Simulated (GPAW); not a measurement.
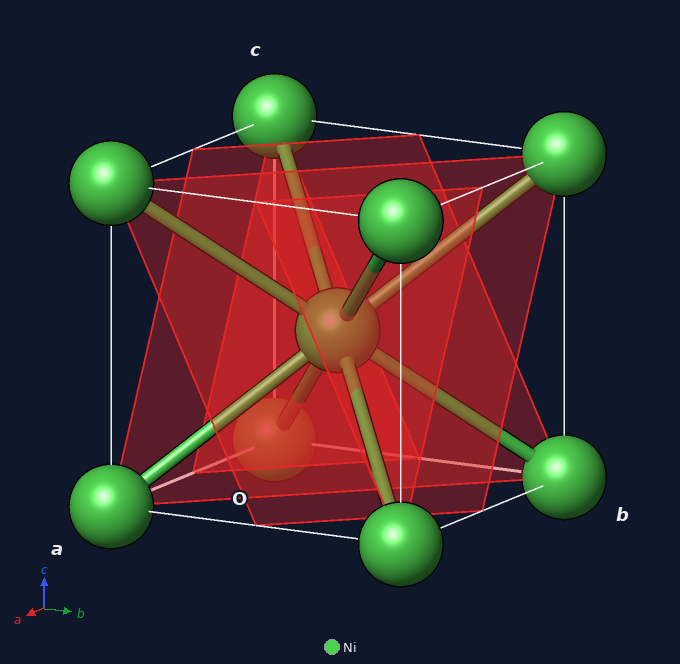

For Ni, a cell listed in the Materials Project, as set up for an electronic-structure calculation: every member of one family of equally spaced planes, hx + ky + lz = a whole number, that cuts the unit cell is shaded (one member passes through the origin O, touching the cell only at an edge or corner). Symmetry computed with spglib at a tolerance of 0.002 Å; standard conventional cell.

a = 2.767 Å, b = 2.767 Å, c = 2.767 Å, α = 90.00°, β = 90.00°, γ = 90.00°.

Question: Index the planes.

Answer: (2 2 1); the opposite sign names the same planes. The member next to the origin meets the axes a at 1/2, b at 1/2, c at 1.

Question: What is the spacing?

Answer: d = 0.922 Å.

Question: Which atoms of the cell lie in these planes (within 0.03 Å)?

Answer: 1 of the 2 Ni.

Question: The space group is Im-3m, No. 229. How many reflections hkl are equivalent to this one (itself included), and does it occur?

Answer: 24 reflections are equivalent in the Laue class m-3m. The reflection is systematically absent, by the centring.
